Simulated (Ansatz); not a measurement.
Structure (in its standard cell), coordinates from a relaxation with DFT, PBE, plane waves (420 eV) with PAW, scalar-relativistic (Ansatz); the starting structure was generated, so it need not be a known form of this composition:

```cif
data_structure
_symmetry_space_group_name_H-M 'Fddd:1'
_symmetry_Int_Tables_number 70
_cell_length_a 2.7618
_cell_length_b 5.4160
_cell_length_c 9.8843
_cell_angle_alpha 90.000
_cell_angle_beta 90.000
_cell_angle_gamma 90.000
_cell_volume 147.85
loop_
_atom_site_label
_atom_site_type_symbol
_atom_site_symmetry_multiplicity
_atom_site_Wyckoff_symbol
_atom_site_fract_x
_atom_site_fract_y
_atom_site_fract_z
_atom_site_occupancy
Nb1 Nb 8 b 0.75000 0.75000 0.75000 1
```

> What does the kinematic electron diffraction pattern along [110] look like at 200 kV (B = 0.3 Å²)?

The spots form a centred rectangular net whose two shortest vectors correspond to d = 4.94 Å and 2.39 Å, 76.0° apart. They are 0 0 2 (itself extinct) and 1 -1 1. The pattern has symmetry 2mm. The lattice centring (F) removes all reflections that break h + k = 2n, h + l = 2n; a glide plane extinguishes reflections such as 0 0 2, 0 0 6, 0 0 10; reflections such as 2 -2 -2, 2 -2 2, 2 -2 -6 are allowed by the space group but vanish because the atoms sit on special positions.

Strongest reflections with d > 0.92 Å, one of each family (|F|² from tabulated Gaussian fits of the electron scattering factors, times a small damping for the curvature of the Ewald sphere):

```tsv
hkl	d (Å)	I (strongest = 100)
0 0 4	2.471	100
1 -1 1	2.388	47
1 -1 3	1.971	33
0 0 8	1.236	22
2 -2 0	1.230	21
1 -1 5	1.541	19
```

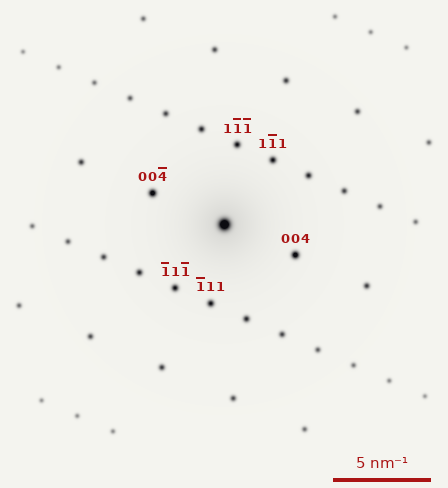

Calculated pattern, seen from the source side with [110] pointing towards the source.
